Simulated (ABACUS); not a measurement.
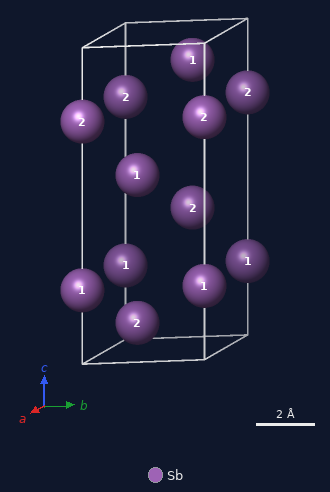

Fig. 1: The structure as given in the input (spheres-only view of the cell 3 times as large as that of the calculation, set on its symmetry axes, seen slightly off an axis; atoms are numbered from 1 in the order of the input).

**Run report: Sb, band-structure run (part 1 of 2)**

System: Sb (R-3m, 2 atoms in the cell).
Method: Kohn-Sham DFT of a periodic cell, TM, SG15 ONCV 1.2 PBE, no spin polarisation (ABACUS 3.10.1).

The structure derives from an entry of the Crystallography Open Database.

## Input file
```python
"""ABACUS run from a structure file: ASE reads it, the script writes STRU, KPT and INPUT."""
import re
import subprocess
from ase.io import read
from ase.units import Bohr

atoms = read("Sb.cif")
atoms = atoms[(-atoms.numbers).argsort(kind="stable")]  # ABACUS lists atoms element by element
pseudo = {'Sb': 'Sb_ONCV_PBE-1.2.upf'}
orbital = {}
magmoms = None
kmesh = [5, 5, 5]
params = {
    'suffix': 'Sb',
    'calculation': 'scf',
    'basis_type': 'pw',
    'pseudo_dir': './',
    'symmetry': 1,
    'dft_functional': 'MGGA_X_TM+MGGA_C_TM',
    'ecutwfc': 94,
    'pseudo_rcut': 10,
    'nspin': 1,
    'nbands': 25,
    'ks_solver': 'dav',
    'smearing_method': 'fd',
    'smearing_sigma': 0.00367493,
    'scf_thr': 1e-08,
    'scf_nmax': 100,
    'mixing_type': 'broyden',
    'mixing_beta': 0.7,
    'cal_force': 1,
    'cal_stress': 1,
    'mixing_tau': 1,
    'out_chg': 1,
    'kpar': 4,
}

symbols = atoms.get_chemical_symbols()
elements = list(dict.fromkeys(symbols))
lines = ["ATOMIC_SPECIES"] + [f"{e} {atoms.get_masses()[symbols.index(e)]:.4f} {pseudo[e]}" for e in elements]
if orbital:
    lines += ["", "NUMERICAL_ORBITAL"] + [orbital[e] for e in elements]
lines += ["", "LATTICE_CONSTANT", f"{1 / Bohr:.10f}", "", "LATTICE_VECTORS"]
lines += [" ".join(f"{x:.10f}" for x in v) for v in atoms.cell]
lines += ["", "ATOMIC_POSITIONS", "Direct"]
for e in elements:
    lines += ["", e, "0.0", str(symbols.count(e))]
    for i, p in enumerate(atoms.get_scaled_positions(wrap=False)):
        if symbols[i] == e:
            mag = "" if magmoms is None else " mag " + " ".join(str(x) for x in (magmoms[i] if isinstance(magmoms[i], list) else [magmoms[i]]))
            lines.append(" ".join(f"{x:.10f}" for x in p) + " 1 1 1" + mag)
open("STRU", "w").write("\n".join(lines) + "\n")
open("KPT", "w").write("K_POINTS\n0\nGamma\n%d %d %d 0 0 0\n" % tuple(kmesh))
open("INPUT", "w").write("INPUT_PARAMETERS\n" + "".join(f"{k:<20s}{v}\n" for k, v in params.items()))

done = subprocess.run(['mpirun', '-np', '4', 'abacus'])
if done.returncode:
    raise SystemExit(done.returncode)
log = open("OUT.Sb/running_scf.log").read()
print("final energy (eV):", re.findall(r"FINAL_ETOT_IS (\S+)", log))
```

## File Sb.cif
```
data_Sb
_cell_length_a 4.50666183
_cell_length_b 4.50666183
_cell_length_c 4.50666183
_cell_angle_alpha 57.11017317
_cell_angle_beta 57.11017317
_cell_angle_gamma 57.11017317
_space_group_name_H-M_alt 'P1'
_space_group_name_Hall 'P 1'
_space_group_IT_number 1
loop_
_space_group_symop_operation_xyz
'x,y,z'
loop_
_atom_site_label
_atom_site_type_symbol
_atom_site_symmetry_multiplicity
_atom_site_Wyckoff_symbol
_atom_site_fract_x
_atom_site_fract_y
_atom_site_fract_z
_atom_site_occupancy
Sb1 Sb 1 a 0.7665100000 0.7665100000 0.7665100000 1
Sb2 Sb 1 a 0.2334900000 0.2334900000 0.2334900000 1
```

## File INPUT
```
INPUT_PARAMETERS
suffix              Sb
calculation         scf
basis_type          pw
pseudo_dir          ./
symmetry            1
dft_functional      MGGA_X_TM+MGGA_C_TM
ecutwfc             94
pseudo_rcut         10
nspin               1
nbands              25
ks_solver           dav
smearing_method     fd
smearing_sigma      0.00367493
scf_thr             1e-08
scf_nmax            100
mixing_type         broyden
mixing_beta         0.7
cal_force           1
cal_stress          1
mixing_tau          1
out_chg             1
kpar                4
```

## File STRU
```
ATOMIC_SPECIES
Sb 121.7600 Sb_ONCV_PBE-1.2.upf

LATTICE_CONSTANT
1.8897261258

LATTICE_VECTORS
4.5066618300 0.0000000000 0.0000000000
2.4472316736 3.7843173738 0.0000000000
2.4472316736 1.3317864784 3.5422313253

ATOMIC_POSITIONS
Direct

Sb
0.0
2
0.7665100000 0.7665100000 0.7665100000 1 1 1
0.2334900000 0.2334900000 0.2334900000 1 1 1
```

## File KPT
```
K_POINTS
0
Gamma
5 5 5 0 0 0
```

Command:
```bash
OMP_NUM_THREADS=1 python run_abacus.py > log
```

## Log
```
ABACUS v3.10.1

               Atomic-orbital Based Ab-initio Computation at UStc

 ------------------------------------------------------------------------------------

 READING GENERAL INFORMATION
                           global_out_dir = OUT.Sb/
                           global_in_card = INPUT
                               pseudo_dir = ./
                              orbital_dir =
                                    DSIZE = 4
                                    GSIZE = 1

 READING UNITCELL INFORMATION
                                    ntype = 1
                  lattice constant (Bohr) = 1.88973
              lattice constant (Angstrom) = 1

 READING ATOM TYPE 1
                               atom label = Sb
                      L=0, number of zeta = 1
                      L=1, number of zeta = 1
                      L=2, number of zeta = 1
             number of atom for this type = 2

                        TOTAL ATOM NUMBER = 2
DIRECT COORDINATES
    atom                   x                   y                   z     mag                  vx                  vy                  vz
taud_Sb1            0.7665100000        0.7665100000        0.7665100000  0.0000        0.0000000000        0.0000000000        0.0000000000
taud_Sb2            0.2334900000        0.2334900000        0.2334900000  0.0000        0.0000000000        0.0000000000        0.0000000000

                          Volume (Bohr^3) = 407.677
                             Volume (A^3) = 60.4114

 Lattice vectors: (Cartesian coordinate: in unit of a_0)
             +4.50666                  +0                  +0
             +2.44723            +3.78432                  +0
             +2.44723            +1.33179            +3.54223
 Reciprocal vectors: (Cartesian coordinate: in unit of 2 pi/a_0)
            +0.221894           -0.143494          -0.0993505
                   -0           +0.264248          -0.0993505
                   +0                  -0           +0.282308
 The esolver type has been set to : ksdft_pw

                PAO radial cut off (Bohr) = 10

 Read in pseudopotential file is Sb_ONCV_PBE-1.2.upf
                     pseudopotential type = NC
          exchange-correlation functional = PBE
                 nonlocal core correction = 0
                        valence electrons = 15
                                     lmax = 2
                           number of zeta = 0
                     number of projectors = 6
                           L of projector = 0
                           L of projector = 0
                           L of projector = 1
                           L of projector = 1
                           L of projector = 2
                           L of projector = 2
 XC functional updated to : MGGA_X_TM+MGGA_C_TM
          exchange-correlation functional = MGGA_X_TM+MGGA_C_TM
     initial pseudo atomic orbital number = 0

 SETUP THE ELECTRONS NUMBER
            electron number of element Sb = 15
      total electron number of element Sb = 30
            AUTOSET number of electrons:  = 30
                           occupied bands = 15
                                   NBANDS = 25
                                   NLOCAL = 18

%%%%%%%%%%%%%%%%%%%%%%%%%%%%%%%%%%%%%%%%%%%%%%%%%%%%%%%%%%%%%%%%%%%%%%%%%%%%%%%%%%%%%%%%%%%%%%%%%%%%%%%%%%
 Warning: the number of valence electrons in pseudopotential > 5 for Sb: [Kr] 4d10 5s2 5p3
 Pseudopotentials with additional electrons can yield (more) accurate outcomes, but may be less efficient.
 If you're confident that your chosen pseudopotential is appropriate, you can safely ignore this warning.
%%%%%%%%%%%%%%%%%%%%%%%%%%%%%%%%%%%%%%%%%%%%%%%%%%%%%%%%%%%%%%%%%%%%%%%%%%%%%%%%%%%%%%%%%%%%%%%%%%%%%%%%%%

 SETUP THE PLANE WAVE BASIS
 energy cutoff for charge/potential (unit:Ry) = 376
            fft grid for charge/potential = [ 54, 54, 54 ]
                        fft grid division = [ 1, 1, 1 ]
        big fft grid for charge/potential = [ 54, 54, 54 ]
                                     nbxx = 157464
                                     nrxx = 157464

 SETUP PLANE WAVES FOR CHARGE/POTENTIAL
                    number of plane waves = 50167
                         number of sticks = 1831

 PARALLEL PW FOR CHARGE/POTENTIAL
     PROC   COLUMNS(POT)             PW
        1           1831          50167
 --------------- sum -------------------
        1           1831          50167
                            number of |g| = 3486
                                  max |g| = 33.9871
                                  min |g| = 0

----------- Double Check Mixing Parameters Begin ------------
mixing_type: broyden
mixing_beta: 0.7
mixing_gg0: 1
mixing_gg0_min: 0.1
mixing_ndim: 8
----------- Double Check Mixing Parameters End ------------

 LATTICE VECTORS: (CARTESIAN COORDINATE: IN UNIT OF A0)
             +4.50666                  +0                  +0
             +2.44723            +3.78432                  +0
             +2.44723            +1.33179            +3.54223
                       right hand lattice = 1
                                   NORM_A = 4.50666
                                   NORM_B = 4.50666
                                   NORM_C = 4.50666
                           ALPHA (DEGREE) = 57.1102
                           BETA  (DEGREE) = 57.1102
                           GAMMA (DEGREE) = 57.1102

 The lattice vectors have been changed (STRU_SIMPLE.cif)

(for optimal symmetric configuration:)
                             BRAVAIS TYPE = 7
                     BRAVAIS LATTICE NAME = 07. Rhombohedral (Trigonal) cell
                                    ibrav = 7
                                    IBRAV = 7
                                  BRAVAIS = TRIGONAL (RHOMBOEDRIC) CELL
                       LATTICE CONSTANT A = 4.50666
                               COS(ALPHA) = 0.543025
Original cell was already a primitive cell.
                        ROTATION MATRICES = 12
              PURE POINT GROUP OPERATIONS = 12
                   SPACE GROUP OPERATIONS = 12
                                       C2 = 3
                                       C3 = 2
                                       C4 = 0
                                       C6 = 0
                                       S1 = 3
                                       S3 = 0
                                       S4 = 0
                                       S6 = 2
                              POINT GROUP = D_3d
                                       C2 = 3
                                       C3 = 2
                                       C4 = 0
                                       C6 = 0
                                       S1 = 3
                                       S3 = 0
                                       S4 = 0
                                       S6 = 2
               POINT GROUP IN SPACE GROUP = D_3d

 SETUP K-POINTS
                                    nspin = 1
                   Input type of k points = Monkhorst-Pack(Gamma)
                                   nkstot = 125
                       right hand lattice = 1
(for reciprocal lattice: )
                             BRAVAIS TYPE = 7
                     BRAVAIS LATTICE NAME = 07. Rhombohedral (Trigonal) cell
                                    ibrav = 7
                       right hand lattice = 1
(for k-lattice: )
                             BRAVAIS TYPE = 7
                     BRAVAIS LATTICE NAME = 07. Rhombohedral (Trigonal) cell
                                    ibrav = 7
                       right hand lattice = 1
                        ROTATION MATRICES = 12
                               nkstot_ibz = 19
K-POINTS REDUCTION ACCORDING TO SYMMETRY
     IBZ    DIRECT_X    DIRECT_Y    DIRECT_Z  WEIGHT  ibz2bz
       1  0.00000000  0.00000000  0.00000000  0.0080       0
       2  0.20000000  0.00000000  0.00000000  0.0480       1
       3  0.40000000  0.00000000  0.00000000  0.0480       2
       4  0.20000000  0.20000000  0.00000000  0.0480       6
       5  0.40000000  0.20000000  0.00000000  0.0960       7
       6 -0.20000000  0.40000000  0.00000000  0.0960       8
       7 -0.20000000  0.20000000  0.00000000  0.0480       9
       8  0.40000000  0.40000000  0.00000000  0.0480      12
       9 -0.40000000  0.40000000  0.00000000  0.0480      13
      10  0.20000000  0.20000000  0.20000000  0.0160      31
      11  0.40000000  0.20000000  0.20000000  0.0480      32
      12 -0.20000000 -0.20000000  0.40000000  0.0480      33
      13 -0.20000000  0.20000000  0.20000000  0.0480      34
      14  0.40000000  0.40000000  0.20000000  0.0480      37
      15 -0.40000000  0.40000000  0.20000000  0.0960      38
      16 -0.20000000  0.40000000  0.20000000  0.0960      39
      17 -0.20000000  0.40000000  0.40000000  0.0480      43
      18  0.40000000  0.40000000  0.40000000  0.0160      62
      19 -0.40000000  0.40000000  0.40000000  0.0480      63

                               nkstot now = 19
[... K-POINTS DIRECT COORDINATES: 19 rows ...]

           k-point number in this process = 5
       minimum distributed K point number = 4
[... stars of the k points ...]

[... K-POINTS CARTESIAN COORDINATES: 5 rows ...]

[... K-POINTS DIRECT COORDINATES: 5 rows ...]

 SETUP PLANE WAVES FOR WAVE FUNCTIONS
     energy cutoff for wavefunc (unit:Ry) = 94
              fft grid for wave functions = [ 54, 54, 54 ]
                    number of plane waves = 7007
                         number of sticks = 487

 PARALLEL PW FOR WAVE FUNCTIONS
     PROC   COLUMNS(POT)             PW
        1            487           7007
 --------------- sum -------------------
        1            487           7007

 SETUP NONLOCAL PSEUDOPOTENTIALS IN PLANE WAVE BASIS
 Sb non-local projectors:
 projector 1 L=0
 projector 2 L=0
 projector 3 L=1
 projector 4 L=1
 projector 5 L=2
 projector 6 L=2
      TOTAL NUMBER OF NONLOCAL PROJECTORS = 36

 Init Non-Local PseudoPotential table :
 Init Non-Local-Pseudopotential done.

                                     npwx = 6281

 -------------------------------------------
 SELF-CONSISTENT
 -------------------------------------------
                                 init_chg = atomic

 PW ALGORITHM --------------- ION=   1  ELEC=   1--------------------------------

 Notice: Threshold on eigenvalues was too large.
 hsover_error=0.3 > DRHO=0.0183791
 Origin diag ethr = 0.01
 New diag ethr = 6.12637e-05

 Density error is 0.0181573783379
                          Error Threshold = 6.1263698535e-05
----------------------------------------------------------
     Energy           Rydberg                 eV
```
